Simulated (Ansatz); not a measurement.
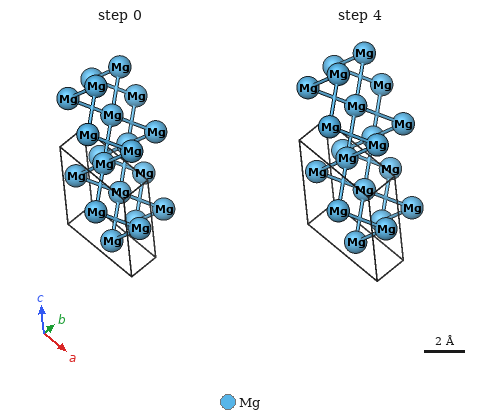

The structure of solid Mg (a generated structure, set up in Im-3m) (coarse preliminary run) before (left) and after (right) a relaxation, at one scale.

The picture is a ball-and-stick view of the cell of the calculation, repeated 1 × 2 × 2 with one cell outlined, seen slightly off an axis.

All numbers below come from Ansatz 0.2.0, DFT PBE, scalar-relativistic, plane waves, PAW.

The input:
```yaml
crystal:
  lattice:
    - [-2.64126195, 2.64126195, 2.64126195]
    - [2.64126195, -2.64126195, 2.64126195]
    - [2.64126195, 2.64126195, -2.64126195]
  atoms:
    - { symbol: Mg, position: [0.0, 0.5, 0.5] }
    - { symbol: Mg, position: [0.5, 0.0, 0.5] }
    - { symbol: Mg, position: [0.5, 0.5, 0.0] }
basis:
  ecutwfc: 420
kpoints:
  mp_grid: { grid: [6, 6, 6] }
hamiltonian:
  xc: pbe
scf:
  occupations: { method: gaussian, width: 0.1 }
  lower_state_search: "off"
output:
  forces: true
  stress: true
  eigenvalues: true
relax:
  adjacent_minimum: "off"
  f_tol: 0.04
  max_steps: 70
  cell: { stress_tol: 0.4 }
```

Run as
```bash
ansatz run input.yaml --threads 1 --pin off --max-ram 2048MiB --backend cpu --events-out ev --progress --plain --runs-dir out
```

### What changed between the two?

After 3 accepted moves (4 points after the start) the energy has fallen by 140 meV per atom. All forces vanish by symmetry, so only the cell relaxes. Pressure: 7.73 GPa at the start and 0.17 GPa at the end. At 1 point the geometry stayed and the basis and grid were re-selected for the new cell (energy shift of 0.8 meV per atom at most each time). The atoms keep their places relative to the cell (all moves are under 0.005 Å). The volume changes by +28.4 %, with a = b = c 4.575 → 4.973 Å (+8.7 %). Some distances before and after: Mg1–Mg2 2.641 → 2.871 Å. The space group stays Im-3m (No. 229). Cost: 5.3 s on 1 thread of Arm Neoverse V2, on a shared host, peak memory 0.31 GiB.
